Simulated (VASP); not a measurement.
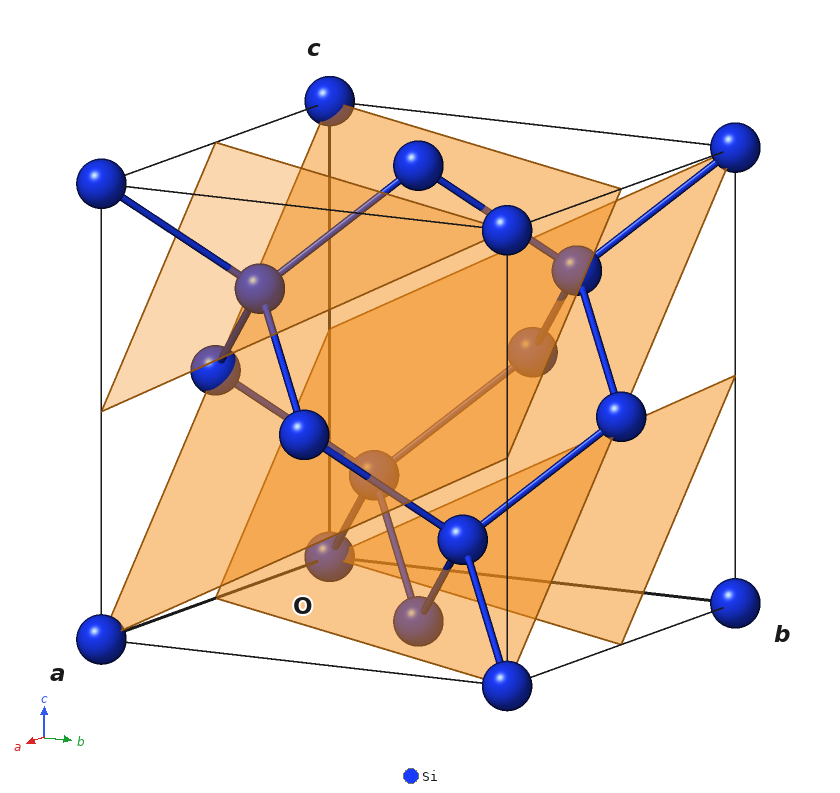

For Si, a cell listed in the Materials Project, as set up for an electronic-structure calculation: every member of one family of equally spaced planes, hx + ky + lz = a whole number, that cuts the unit cell is shaded (one member passes through the origin O). The drawing is computed from the coordinates (standard cell, symmetry found to 0.002 Å).

a = 5.444 Å, b = 5.444 Å, c = 5.444 Å, α = 90.00°, β = 90.00°, γ = 90.00°.

Q: Index the planes.

A: (2 −1 2); the opposite sign names the same planes. The member next to the origin meets the axes a at 1/2, b at −1, c at 1/2.

Q: What is the spacing?

A: d = 1.815 Å.

Q: Which atoms of the cell lie in these planes (within 0.03 Å)?

A: 2 of the 8 Si.
